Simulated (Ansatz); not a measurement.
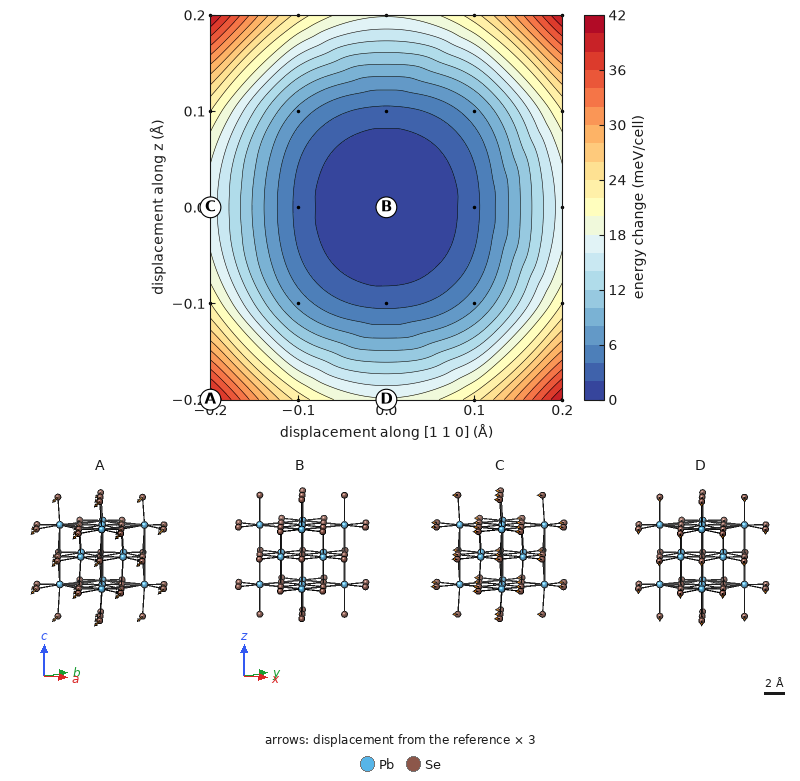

A crystal of PbSe (Fm-3m): the Se atom (one in each cell of 2 atoms) is moved over the plane of the Cartesian directions [1 1 0] and z, all else fixed. The map is interpolated between the computed points (dots). The lettered frames are marked on it. The picture is a ball-and-stick view of the conventional cell (4 times the calculation's cell), seen nearly along the normal of the scanned plane. Orange arrows: displacements from the reference. Lengths and directions refer to the drawn axes.

Method: DFT PBE, scalar-relativistic, plane waves, PAW in Ansatz. Settings: plane-wave cutoff 420 eV; k-point mesh 10 × 10 × 10; occupations gaussian; smearing width 0.03 eV; no spin polarisation. Energies (free energies at the smearing named) are counted from the cell as listed in its source, which wasn't relaxed.

### What does the map show?

In pairs of (displacement along [1 1 0] (Å); displacement along z (Å)): the lowest computed point lies at (0.00, 0.00) (0.0 meV/cell), the highest at (−0.20, −0.20), (0.20, 0.20), (0.20, −0.20), (−0.20, 0.20) (40.3 meV/cell).  Over the ranges scanned the energy rises by about as much along both axes. The frames lie at A (−0.20, −0.20): 40.3 meV/cell, B (0.00, 0.00): 0.0 meV/cell, C (−0.20, 0.00): 17.1 meV/cell, D (0.00, −0.20): 18.3 meV/cell.
